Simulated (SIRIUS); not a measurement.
**Energy of Bi along an even scaling of the cell**

System: Bi (R-3m, 2 atoms in the cell).
Method: Kohn-Sham DFT of a periodic cell, PBEsol, dojo-sr-pbesol-0.4.1-standard, no spin polarisation (SIRIUS 7.12.0).

The 7 runs differ only in the geometry, by an even scaling of the cell at fixed fractional positions. The structure derives from an entry of the Crystallography Open Database.

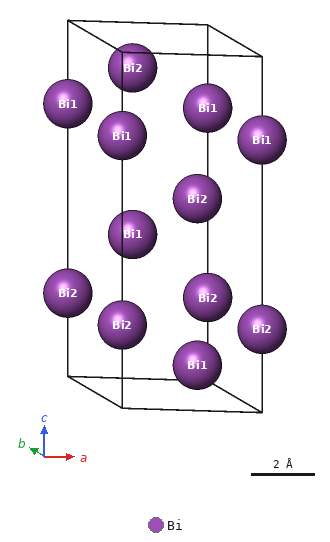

Figure 1. The structure of run 4 (spheres-only view of the cell 3 times as large as that of the calculation, set on its symmetry axes, seen slightly off an axis; atoms are numbered from 1 in the order of the input). An atom can appear more than once, as a periodic image.

## Input of run 4
```
{
  "control": {
    "processing_unit": "cpu",
    "verbosity": 2,
    "num_bands_to_print": 23,
    "print_forces": true,
    "print_stress": true
  },
  "parameters": {
    "electronic_structure_method": "pseudopotential",
    "xc_functionals": ["XC_GGA_X_PBE_SOL", "XC_GGA_C_PBE_SOL"],
    "gk_cutoff": 8.2,
    "pw_cutoff": 16.4,
    "ngridk": [7, 7, 7],
    "shiftk": [0, 0, 0],
    "smearing": "fermi_dirac",
    "smearing_width": 0.0018374661,
    "num_bands": 23,
    "num_mag_dims": 0,
    "num_dft_iter": 100,
    "energy_tol": 1e-08,
    "density_tol": 1e-06
  },
  "iterative_solver": {
    "type": "davidson",
    "min_tolerance": 1e-10
  },
  "mixer": {
    "type": "anderson",
    "beta": 0.7,
    "max_history": 8
  },
  "settings": {
    "tol_ne": 1e-10,
    "pseudo_grid_cutoff": 6.5
  },
  "unit_cell": {
    "lattice_vectors": [
      [4.284953987589, 2.473919338223, 7.441741478776],
      [-4.284953987589, 2.473919338223, 7.441741478776],
      [0.0, -4.947838676447, 7.441741478776]
    ],
    "atom_coordinate_units": "lattice",
    "atom_types": ["Bi"],
    "atom_files": {
      "Bi": "Bi.json"
    },
    "atoms": {
      "Bi": [
        [0.766, 0.766, 0.766],
        [0.234, 0.234, 0.234]
      ]
    }
  }
}
```

Command:
```bash
upf_to_json Bi.upf
OMP_NUM_THREADS=4 sirius.scf --input=sirius.json --output=out.json --task=0
```

Lattice vectors (Å) and fractional positions of run 4:
```
   2.267500    1.309142    3.938000
  -2.267500    1.309142    3.938000
   0.000000   -2.618283    3.938000
Bi  0.766000  0.766000  0.766000
Bi  0.234000  0.234000  0.234000
```

Run 2 differs from it as follows:
```diff
-      [4.284953987589, 2.473919338223, 7.441741478776],
-      [-4.284953987589, 2.473919338223, 7.441741478776],
-      [0.0, -4.947838676447, 7.441741478776]
+      [4.227042104823, 2.44048389706, 7.341165075629],
+      [-4.227042104823, 2.44048389706, 7.341165075629],
+      [0.0, -4.880967794309, 7.341165075629]
```

## Results, with one run withheld

| run | volume per atom (Å³) | free energy per atom, from the lowest run given (meV) | pressure (GPa) | gap on the mesh (eV) |
| --- | --- | --- | --- | --- |
| 1 | 32.965 | 17.80 | 3.16 | 0.30 |
| 2 | 33.667 | ? | ? | ? |
| 3 | 34.368 | 0.98 | 0.72 | 0.27 |
| 4 | 35.070 | 0.00 | −0.31 | 0.26 |
| 5 | 35.771 | 3.28 | −1.22 | 0.25 |
| 6 | 36.472 | 10.34 | −2.04 | 0.24 |
| 7 | 37.174 | 20.79 | −2.77 | 0.24 |

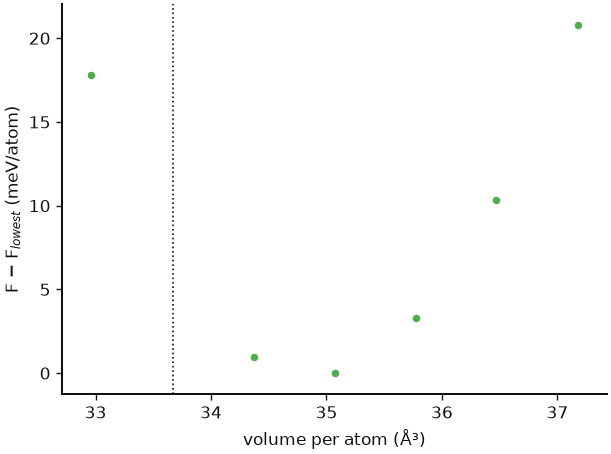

Figure 2. Free energy per atom of the runs given; the dotted line marks run 2.

Fit the runs given and predict run 2.

A cubic polynomial in V^(−2/3) (the Birch–Murnaghan form), fitted to the 6 runs given, misses them by under 0.01 meV per atom. With x = V^(−2/3) − 0.09300 Å⁻², it reads F = 0.49105 − 1916.2 x + 1.378e+06 x² + 5.1166e+06 x³ (meV per atom). At run 2 it gives 6.71 meV per atom, and the run itself gives 6.72. The slope of the fit gives a pressure −dF/dV of 1.90 GPa there, and the run prints 1.87 GPa. The fit has its minimum at 34.869 Å³ per atom, where V d²F/dV² gives 49.8 GPa. Cell shape and fractional positions are held, so this is the stiffness under even scaling; the relaxed bulk modulus wasn't computed. The gap on the mesh goes, without turning, from 0.30 eV in run 1 to 0.24 eV in run 7; run 2 has 0.28 eV. These are gaps of this functional on this mesh, which can miss the band edges; they aren't the measured gap.

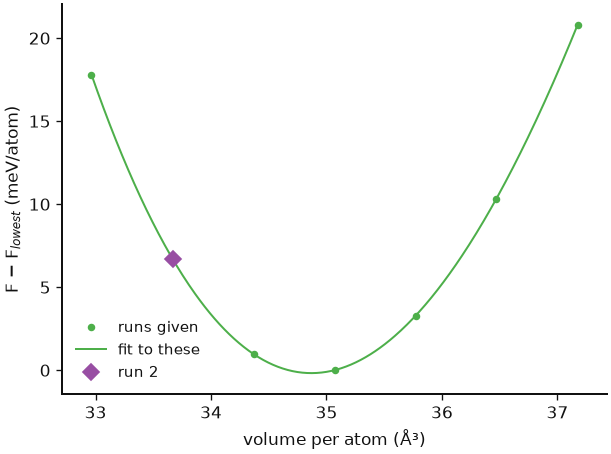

Figure 3. The fit and the withheld run.

## Some lines of the output (run 2)
```
[...]
[find] band gap (eV)                  :       0.28437055
[find] Efermi                         :       0.37773308
[find] Total energy                   :    -163.85645114 (Ha),    -327.71290228 (Ry)
[find] Free energy (E-TS)             :    -163.85649967 (Ha),    -327.71299934 (Ry)
[find] band gap (eV)                  :       0.28436341
[find] Efermi                         :       0.37773249
[find] Total energy                   :    -163.85645116 (Ha),    -327.71290231 (Ry)
[find] Free energy (E-TS)             :    -163.85649968 (Ha),    -327.71299936 (Ry)
[find] band gap (eV)                  :       0.28436774
[find] Efermi                         :       0.37773247
[find] Total energy                   :    -163.85645116 (Ha),    -327.71290232 (Ry)
[find] Free energy (E-TS)             :    -163.85649968 (Ha),    -327.71299937 (Ry)
[find] band gap (eV)                  :       0.28436632
[find] Efermi                         :       0.37773233
```

Notes: Spin–orbit coupling is left out, which matters for Bi.
